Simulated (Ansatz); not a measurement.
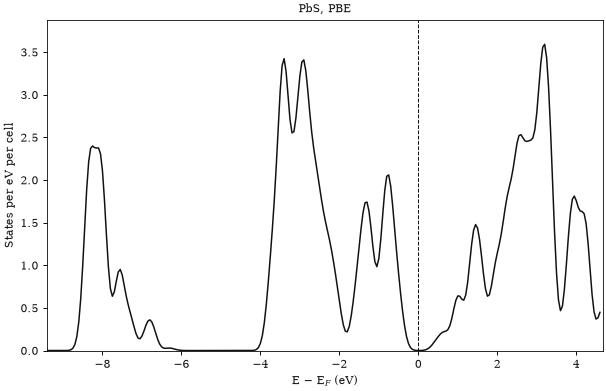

Write a caption that states what the plot shows.

Density of states of PbS, space group Imm2 (No. 44), 2 atoms in the cell, zincblende type, shear (xy) strain +4.8%. Computed with Ansatz: DFT, PBE, plane waves, PAW, no spin polarisation, 6×6×6 k mesh. Energies are counted from the Fermi level. The curve is built from the levels of the k mesh with Gaussians 0.3 eV wide, which also blur the band edges.

There is a gap; over the k points computed it is 0.91 eV (indirect; the smallest direct gap is 1.26 eV). The upper group of valence states starts about 3.3 eV under the valence-band top (which lies at −0.5 eV on this axis), with a gap beneath it; it holds about 6 electrons a cell.

Spin-orbit coupling is left out, which matters for Pb.
